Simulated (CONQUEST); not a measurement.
# Te: 7 runs along one coordinate

System: Te (6 atoms in the cell).
Method: Kohn-Sham DFT of a periodic cell, PBE, PseudoDojo NC PBE, no spin polarisation (CONQUEST 1.3).

The 7 runs differ only in the geometry, by an even scaling of the cell at fixed fractional positions. The structure derives from an entry of the Crystallography Open Database.

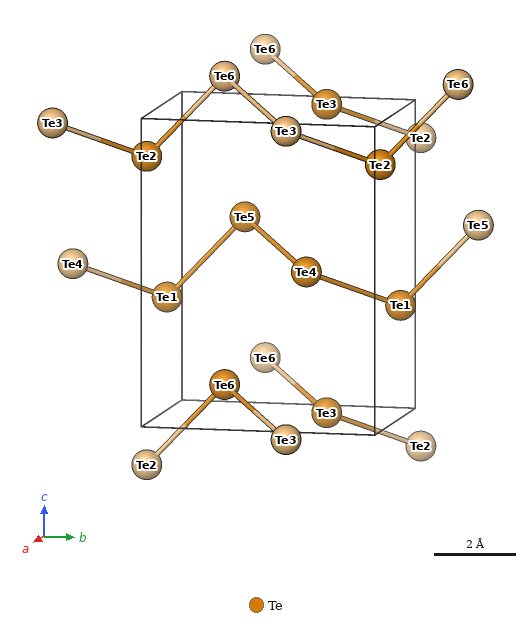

Figure 1. The structure of run 4 (ball-and-stick view of the cell of the calculation, seen slightly off an axis; neighbours outside the cell are drawn fainter; atoms are numbered from 1 in the order of the input).

### Input of run 4
```
IO.Title Te
IO.Coordinates coords.dat
IO.FractionalAtomicCoords T
IO.Iprint 2
IO.Iprint_init 1
General.NumberOfSpecies 1
General.PseudopotentialType hamann
AtomMove.TypeOfRun static
AtomMove.FullStress T
Grid.PointsAlongX 48
Grid.PointsAlongY 60
Grid.PointsAlongZ 72
DM.SolutionMethod diagon
Diag.MPMesh T
Diag.GammaCentred T
Diag.MPMeshX 6
Diag.MPMeshY 5
Diag.MPMeshZ 4
Diag.kT 0.00183747
minE.SCTolerance 1e-6
SC.MaxIters 100
IO.AtomChargeOutput T
%block ChemicalSpeciesLabel
1 127.600 Te
%endblock
```

Command:
```bash
Conquest
```

Lattice vectors (Å) and fractional positions of run 4:
```
   4.454000    0.000000    0.000000
   0.000000    5.924000    0.000000
   0.000000    0.000000    7.714554
Te  0.365500  0.000000  0.365500
Te  0.865500  0.000000  0.865500
Te  0.269000  0.666667  0.000000
Te  0.769000  0.666667  0.500000
Te  0.365500  0.333333  0.634500
Te  0.865500  0.333333  0.134500
```

Run 2 has the same physical settings and fractional positions; its lattice vectors (Å) are:
```
   4.393803    0.000000    0.000000
   0.000000    5.843936    0.000000
   0.000000    0.000000    7.610291
```

### Results, with one run withheld

| run | volume per atom (Å³) | free energy per atom, from the lowest run given (meV) | pressure (GPa) | gap on the mesh (eV) |
| --- | --- | --- | --- | --- |
| 1 | 31.890 | 69.31 | 6.42 | 0.53 |
| 2 | 32.568 | ? | ? | ? |
| 3 | 33.247 | 26.68 | 3.66 | 0.56 |
| 4 | 33.925 | 13.52 | 2.51 | 0.57 |
| 5 | 34.604 | 5.01 | 1.50 | 0.58 |
| 6 | 35.282 | 0.60 | 0.58 | 0.59 |
| 7 | 35.961 | 0.00 | −0.29 | 0.59 |

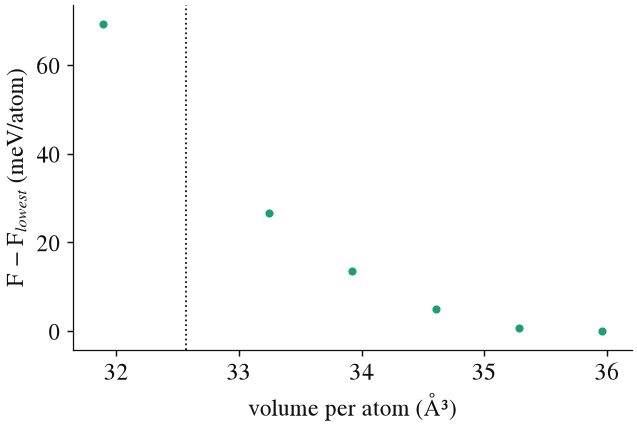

Figure 2. Free energy per atom of the runs given; the dotted line marks run 2.

Estimate the energy of run 2 from the others.

A cubic polynomial in V^(−2/3) (the Birch–Murnaghan form), fitted to the 6 runs given, misses them by at most 0.03 meV per atom. With x = V^(−2/3) − 0.09508 Å⁻², it reads F = 10.769 + 7555.4 x + 1.32e+06 x² + 5.9649e+06 x³ (meV per atom). At run 2 it gives 45.10 meV per atom, and the run itself gives 45.09. The slope of the fit gives a pressure −dF/dV of 5.01 GPa there, and the run prints 5.02 GPa. The fit has its minimum at 35.742 Å³ per atom, where V d²F/dV² gives 42.9 GPa. Cell shape and fractional positions are held, so this is the stiffness under even scaling; the relaxed bulk modulus wasn't computed and can be far lower in a crystal of layers, chains or molecules like this one. The gap on the mesh goes, without turning, from 0.53 eV in run 1 to 0.59 eV in run 7; run 2 has 0.55 eV. These are gaps of this functional on this mesh, which can miss the band edges; they aren't the measured gap.

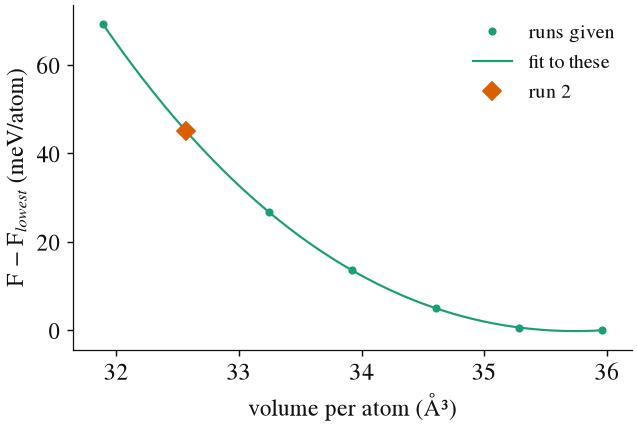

Figure 3. The fit and the withheld run.

### Some lines of the output (run 2)
```
[...]
          DFT Total Energy                 :      -629.062028505298372 Ha
          Free Energy (E-TS)               :      -629.068691781111966 Ha
          DFT Total Energy                 :      -629.067382763031105 Ha
          Free Energy (E-TS)               :      -629.067653811893706 Ha
          DFT Total Energy                 :      -629.067626289094733 Ha
          Free Energy (E-TS)               :      -629.067641974267303 Ha
          DFT Total Energy                 :      -629.067629041173404 Ha
          Free Energy (E-TS)               :      -629.067641811904309 Ha
          DFT Total Energy                 :      -629.067626373515623 Ha
          Free Energy (E-TS)               :      -629.067640576654526 Ha
          DFT Total Energy                 :      -629.067630625659376 Ha
      | Free Energy as E-TS      =      -629.067640576654526 Ha
      |* DFT total energy        =      -629.067630625659376 Ha
    force: Average pressure:      5.01536318 GPa
```

Notes: With a small basis of atomic orbitals these values can differ much from converged plane-wave results.
